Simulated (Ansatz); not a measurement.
A series of calculations on TaN

Part 1: Relaxation

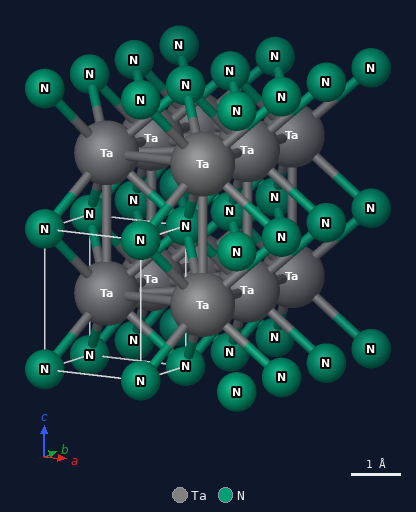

This is the input geometry for a relaxation of a crystal of TaN (set up in P-6m2). The picture is a ball-and-stick view of the cell of the calculation, repeated 2 × 3 × 2 with one cell outlined, seen slightly off an axis.

These are results of DFT PBEsol, scalar-relativistic, plane waves, PAW (Ansatz 0.2.0), not measurements.

Input file:
```yaml
crystal:
  lattice:
    - [2.9379988584, 0.0, 0.0]
    - [-1.4689994292, 2.5443816477, 0.0]
    - [0.0, 0.0, 2.883]
  atoms:
    - { symbol: Ta, position: [0.3333333333, 0.6666666667, 0.5] }
    - { symbol: "N", position: [0.0, 0.0, 0.0] }
basis:
  ecutwfc: 420
kpoints:
  mp_grid: { grid: [18, 18, 14] }
hamiltonian:
  xc: pbesol
scf:
  occupations: { method: gaussian, width: 0.1 }
output:
  forces: true
  stress: true
  eigenvalues: true
relax:
  adjacent_minimum: "off"
  f_tol: 0.005
  max_steps: 80
  cell: { stress_tol: 0.05 }
```

Command:
```bash
ansatz run input.yaml --threads 2 --pin off --max-ram 5120MiB --backend cpu --events-out ev --progress --plain --runs-dir out
```

What does the optimiser find from here?

No atom moves by more than 0.005 Å relative to the cell. Cell: a = b 2.938 → 2.924 Å (−0.5 %), c 2.883 → 2.871 Å (−0.4 %). Volume −1.4 %. Some distances before and after: Ta1–Ta1 2.938 → 2.924 Å, Ta1–Ta1 (another image) 2.883 → 2.871 Å, Ta1–N2 2.226 → 2.216 Å. The space group stays P-6m2 (No. 187). The energy falls by 2.3 meV per atom in 4 accepted moves (6 points after the start). All forces vanish by symmetry, so only the cell relaxes. The pressure goes from −4.87 to 0.00 GPa. The SCF was repeated twice at an unchanged geometry on a basis and grid sized afresh for the cell, which shifted the energy by 0.4 meV per atom at most.

Part 2: Relaxation

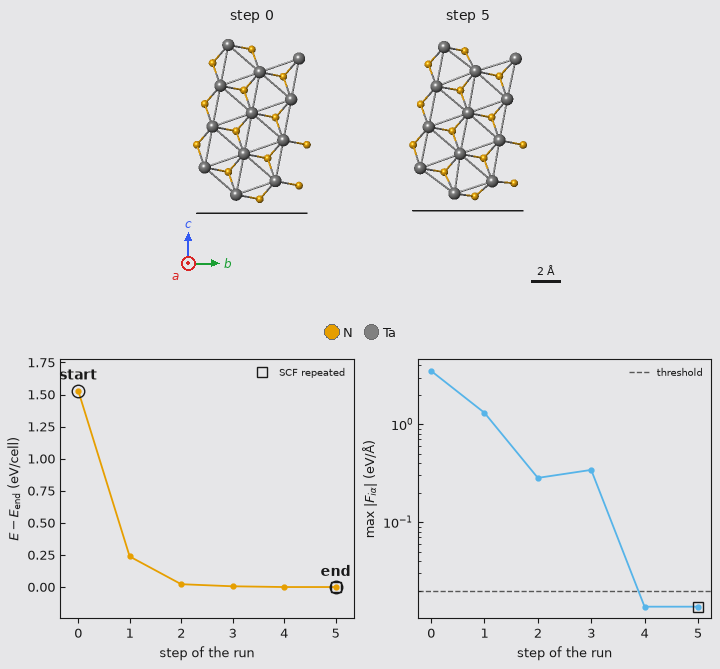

First and last geometry of a relaxation of a slab of composition TaN (cut from the P-6m2 phase), with the history of the run. Style: ball-and-stick. Shown: the 2 × 1 repeat of the cell, outlined in the plane, without the vacuum (origin shifted), along the a axis.

Case: (2 1 0) slab, atoms relaxed. The slab is the (2 1 0) face of TaN.

Method: Ansatz 0.2.0, DFT PBEsol, scalar-relativistic, plane waves, PAW.

Input file:
```yaml
crystal:
  lattice:
    - [2.8707276426, 0.0, 0.0]
    - [0.0, 7.7361478487, 0.0]
    - [0.0, 0.0, 25.8471342471]
  atoms:
    - { symbol: "N", position: [0.0, 0.3571428571, 0.2901675647] }
    - { symbol: Ta, position: [0.5, 0.1428571429, 0.3025106492] }
    - { symbol: "N", position: [0.0, 0.7142857143, 0.327196818] }
    - { symbol: Ta, position: [0.5, 0.5, 0.3395399024] }
    - { symbol: "N", position: [0.0, 0.0714285714, 0.3642260713] }
    - { symbol: Ta, position: [0.5, 0.8571428571, 0.3765691557] }
    - { symbol: "N", position: [0.0, 0.4285714286, 0.4012553246] }
    - { symbol: Ta, position: [0.5, 0.2142857143, 0.413598409] }
    - { symbol: "N", position: [0.0, 0.7857142857, 0.4382845779] }
    - { symbol: Ta, position: [0.5, 0.5714285714, 0.4506276623] }
    - { symbol: "N", position: [0.0, 0.1428571429, 0.4753138311] }
    - { symbol: Ta, position: [0.5, 0.9285714286, 0.4876569156] }
    - { symbol: "N", position: [0.0, 0.5, 0.5123430844] }
    - { symbol: Ta, position: [0.5, 0.2857142857, 0.5246861689] }
    - { symbol: "N", position: [0.0, 0.8571428571, 0.5493723377] }
    - { symbol: Ta, position: [0.5, 0.6428571429, 0.5617154221] }
    - { symbol: "N", position: [0.0, 0.2142857143, 0.586401591] }
    - { symbol: Ta, position: [0.5, 0.0, 0.5987446754] }
    - { symbol: "N", position: [0.0, 0.5714285714, 0.6234308443] }
    - { symbol: Ta, position: [0.5, 0.3571428571, 0.6357739287] }
    - { symbol: "N", position: [0.0, 0.9285714286, 0.6604600976] }
    - { symbol: Ta, position: [0.5, 0.7142857143, 0.672803182] }
    - { symbol: "N", position: [0.0, 0.2857142857, 0.6974893508] }
    - { symbol: Ta, position: [0.5, 0.0714285714, 0.7098324353] }
basis:
  ecutwfc: 420
kpoints:
  mp_grid: { grid: [12, 5, 1] }
hamiltonian:
  xc: pbesol
scf:
  occupations: { method: gaussian, width: 0.1 }
output:
  forces: true
  eigenvalues: true
  write_density: true
  write_potential: true
  elf: true
  volumetric_format: npy
relax:
  adjacent_minimum: "off"
  f_tol: 0.02
  max_steps: 60
efield:
  axis: 3
  dipole_correction: true
  ramp_width: 0.04
```

Command:
```bash
ansatz run input.yaml --threads 2 --pin off --max-ram 5120MiB --backend cpu --events-out ev --progress --plain --runs-dir out
```

**What do the curves and the structures tell?**

It converged. The atom that moves furthest relative to the layer's centre is N23 (0.24 Å at 62° to the normal (−c side)). By element the largest moves are N 0.24 Å, Ta 0.18 Å. The lattice vectors keep their values. Among the contacts that change: N1–Ta2 2.216 → 2.044 Å, N23–Ta24 2.216 → 2.063 Å, Ta20–Ta24 2.924 → 2.784 Å, Ta2–Ta4 2.924 → 2.796 Å. Bond angles that change, for instance: Ta2–N1–Ta4 135.2° → 144.8°, Ta2–N1–Ta2 80.7° → 89.2°, Ta20–N23–Ta24 135.2° → 143.3°. After 4 accepted moves (5 points after the start) the energy has fallen by 1.531 eV per cell of the calculation. Largest force component: 3.5 eV/Å at the start, 0.014 eV/Å at the end. 1 step only repeated the SCF at the same geometry.

Part 3: A change

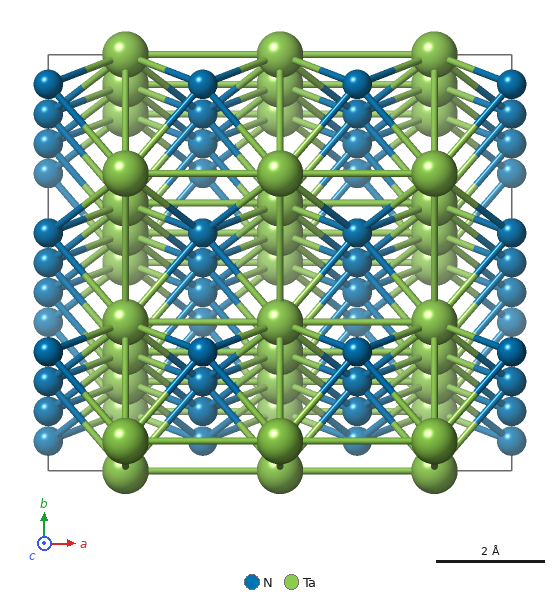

The starting point is a (2 1 0) slab of TaN as cut from the relaxed bulk. The picture is a ball-and-stick view of the 3 × 1 repeat of the cell, outlined in the plane, without the vacuum, seen along the c axis.

Level of theory: DFT PBEsol, scalar-relativistic, plane waves, PAW in Ansatz 0.2.0. Settings: plane-wave cutoff 420 eV; occupations gaussian; smearing width 0.1 eV; no spin polarisation. The k-mesh is chosen for each cell (12×5×35, 12×5×1).

The variant: The atoms of the slab are relaxed at the bulk's in-plane cell.

Input

The input is the one shown above.

> Predict the response.

The surface energy (mean of the two faces) falls from 3.94 to 3.38 J/m². The top spacing, between the Ta and N planes, goes from 0.32 to 0.28 Å (−11.3 %), the bottom one (N to Ta) from 0.32 to 0.20 Å (−38.5 %). The cell stays as it was. The largest move relative to the layer's centre is that of N23, 0.24 Å at 62° to the normal (−c side). By element the largest moves are N 0.24 Å, Ta 0.18 Å. Near-neighbour distances before and after: N–Ta 2.216 → 2.044 to 2.250 Å, Ta–Ta 2.924 → 2.784 to 2.992 Å.

Drawn alike, the variant:

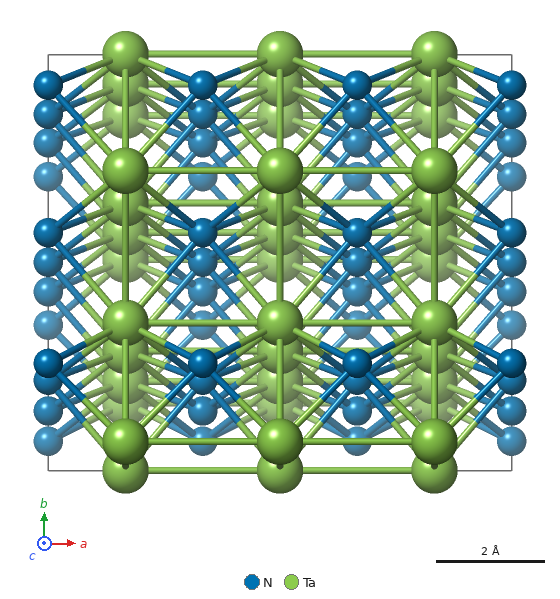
